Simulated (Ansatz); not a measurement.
**HfC(111) (Fm-3m bulk, 11 atomic planes (those closer than 0.6 Å count as one), 13 Å, Hf-terminated, slab composition Hf6C5): images, spectra and barriers**

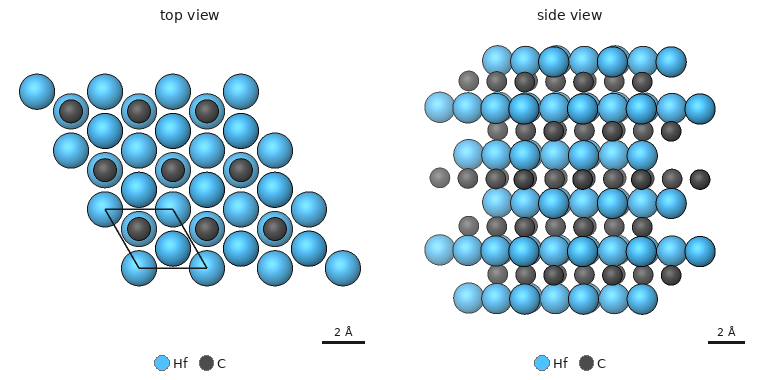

The relaxed structure from above and from the side.

Theory: Ansatz, DFT PBE, scalar-relativistic, plane waves, PAW. Cutoff 420 eV, 18 × 18 k-points, Gaussian smearing 0.1 eV, dipole correction. The slab is a cut without reconstruction beyond its cell, at the source's lattice constants, with its lower half held fixed and the rest relaxed. No spin polarisation. Spin–orbit coupling is left out; with Hf it can shift levels and gaps. The run couldn't confirm all of its levels under its output density. The run warns that the functional's potential is rough in the thin density of the vacuum, where the tip is; weak contrasts and barriers may feel it.

The STM signal is simulated in the Tersoff–Hamann approximation. Bias windows are sharp sums over the levels of the k mesh.

Input file:

```yaml
crystal:
  lattice:
    - [3.28804653, 0.0, 0.0]
    - [-1.64402327, 2.84753183, 0.0]
    - [0.0, 0.0, 31.423393812]
  atoms:
    - { symbol: Hf, position: [0.3333333335, 0.6666666659, 0.2864108204] }
    - { symbol: C, position: [0.6666666675, 0.3333333335, 0.3291286603] }
    - { symbol: Hf, position: [0.0, 0.0, 0.3718464902] }
    - { symbol: C, position: [0.3333333335, 0.6666666659, 0.4145643301] }
    - { symbol: Hf, position: [0.6666666675, 0.3333333335, 0.4572821601] }
    - { symbol: C, position: [0.0, 0.0, 0.5000884535] }
    - { symbol: Hf, position: [0.3333333335, 0.6666666659, 0.5418045527] }
    - { symbol: C, position: [0.6666666675, 0.3333333335, 0.5856650704] }
    - { symbol: Hf, position: [0.0, 0.0, 0.6257903901] }
    - { symbol: C, position: [0.3333333335, 0.6666666659, 0.6730669964] }
    - { symbol: Hf, position: [0.6666666675, 0.3333333335, 0.7092466929] }
basis:
  ecutwfc: 420
  fft_grid_basis: typed
kpoints:
  mp_grid: { grid: [18, 18, 1] }
hamiltonian:
  xc: pbe
scf:
  occupations: { method: gaussian, width: 0.1 }
output:
  forces: true
  eigenvalues: true
  band_densities:
    - { e_range: [-2.0, -1.0] }
    - { e_range: [-1.0, -0.5] }
    - { e_range: [-0.5, -0.25] }
    - { e_range: [-0.25, 0.0] }
    - { e_range: [0.0, 0.25] }
    - { e_range: [0.25, 0.5] }
    - { e_range: [0.5, 1.0] }
    - { e_range: [1.0, 1.5] }
  band_residual_tolerance: 1.0e-05
  write_potential: true
  elf: true
  write_density: true
  volumetric_format: npy
efield:
  axis: 3
  dipole_correction: true
  ramp_width: 0.04
checkpoint:
  read: start.run
  write: ck
  compress: false
  write_wavefunctions: false
  write_every: 100000
```

Run with:

```sh
ansatz run input.yaml --threads 1 --pin off --max-ram 2211MiB --backend cpu --events-out ev --progress --plain --runs-dir out
```

Cost without the relaxation before it: 2.2 min on 1 thread of Intel(R) Xeon(R) 6975P-C (Granite Rapids), on a shared host, peak memory 1.1 GiB.

Part 1: One image

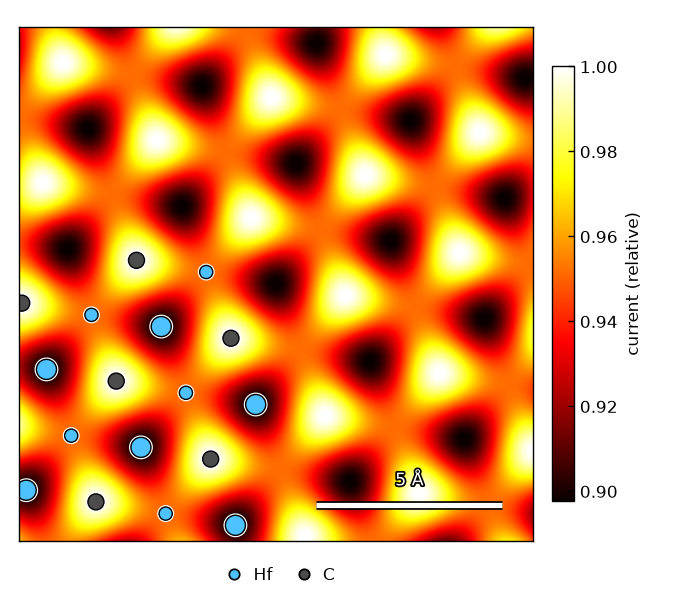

Constant-height image 4.0 Å above the topmost atom of this surface, sample bias +1.50 V. The atoms seen from above are drawn over one corner (deeper ones smaller).

> Assign the bright and dark features to the surface structure.

The brightest spots lie over the C atoms 1.1 Å below the top plane; the darkest points are over the top Hf atoms. The brightest point carries 1.1 times the current of the darkest. So weak a contrast (1.11 times) depends on the k-mesh and on the tip.

Part 2: Approach curves

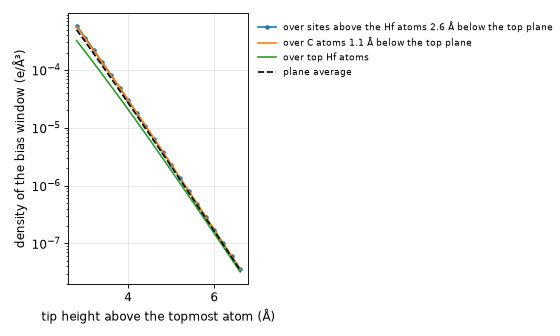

Approach curves over this surface at a sample bias of +0.25 V.

> How fast does the current decay, and what apparent barrier height does that imply?

Near 4 Å the plane average falls as exp(−2.49 z/Å), a factor of 12 per ångström, which gives an apparent barrier of 5.9 eV (0.952 eV Å² times the slope squared). The vacuum level lies 4.72 eV above zero bias. The upper edge of the window lies 4.47 eV under it. The apparent barrier is above 4.47 eV. The value exceeds even the 4.72 eV between the vacuum level and the deepest states of the window, so their depth alone doesn't explain it. States away from the zone centre decay faster, since their momentum along the surface adds to the barrier, and that may account for the rest.

Part 3: Barrier map

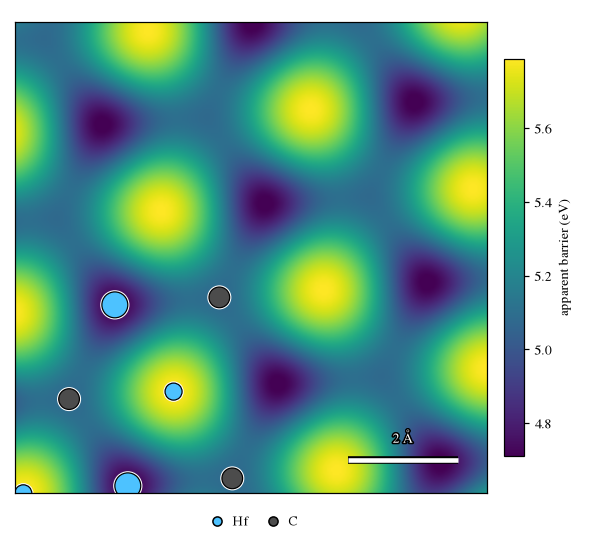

Map of the apparent barrier height, 0.952 eV Å² × (d ln I/dz)², 3.4 Å above this surface at −0.25 V; lighter colours are higher.

> Where is the apparent barrier highest and lowest, and over what range?

It is highest, 5.8 eV, over the sites above the Hf atoms 2.6 Å below the top plane, and lowest, 4.7 eV, over the top Hf atoms. The vacuum level lies 4.72 eV above zero bias.

Part 4: Bias series

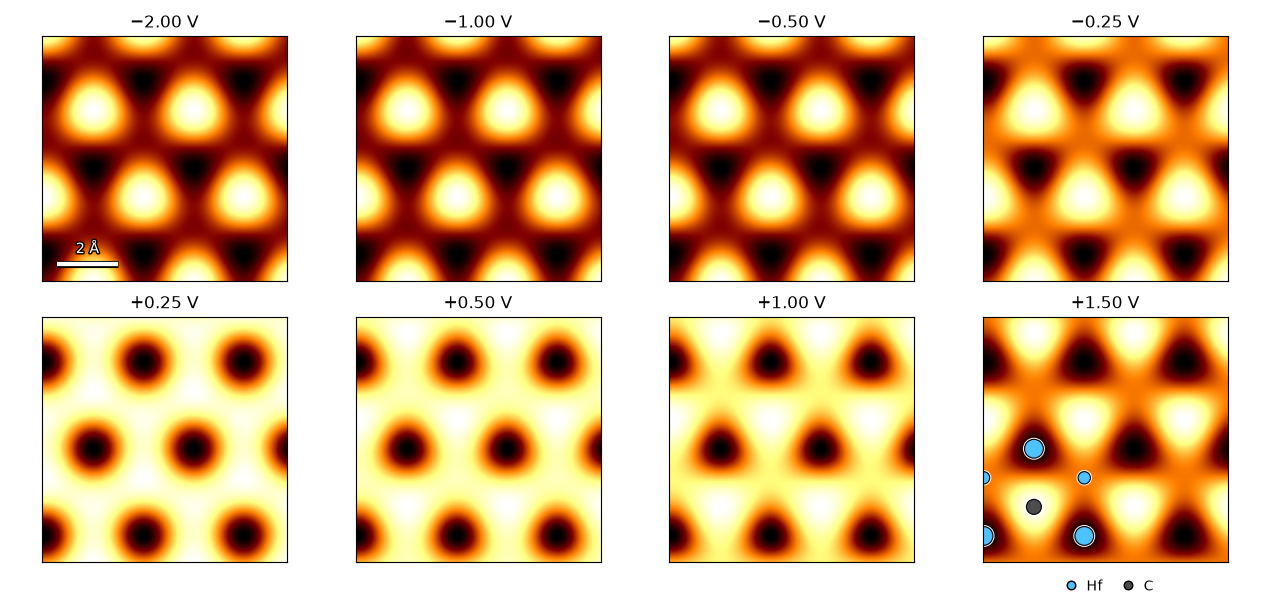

Constant-current images of this surface at 8 sample biases, each on its own colour scale; the last has the atoms seen from above drawn over one corner (deeper ones smaller).

> How do the images change with bias?

```tsv
bias	set point (e/Å³)	corrugation	brightest over
−2.00 V	9.7 × 10⁻⁴	4 pm	sites above the Hf atoms 2.6 Å below the top plane
−1.00 V	9.4 × 10⁻⁴	4 pm	sites above the Hf atoms 2.6 Å below the top plane
−0.50 V	8.7 × 10⁻⁴	4 pm	sites above the Hf atoms 2.6 Å below the top plane
−0.25 V	2.3 × 10⁻⁴	15 pm	sites above the Hf atoms 2.6 Å below the top plane
+0.25 V	9.2 × 10⁻⁵	19 pm	sites above the Hf atoms 2.6 Å below the top plane and C atoms 1.1 Å below the top plane
+0.50 V	2.1 × 10⁻⁴	30 pm	C atoms 1.1 Å below the top plane
+1.00 V	2.4 × 10⁻⁴	34 pm	C atoms 1.1 Å below the top plane
+1.50 V	6.0 × 10⁻⁴	8 pm	C atoms 1.1 Å below the top plane
```

The slab has states at the Fermi level, so this model gives a current down to small biases. Its work function (top face) is 4.72 eV.

The weakest contrasts here depend on the k mesh and on the tip.
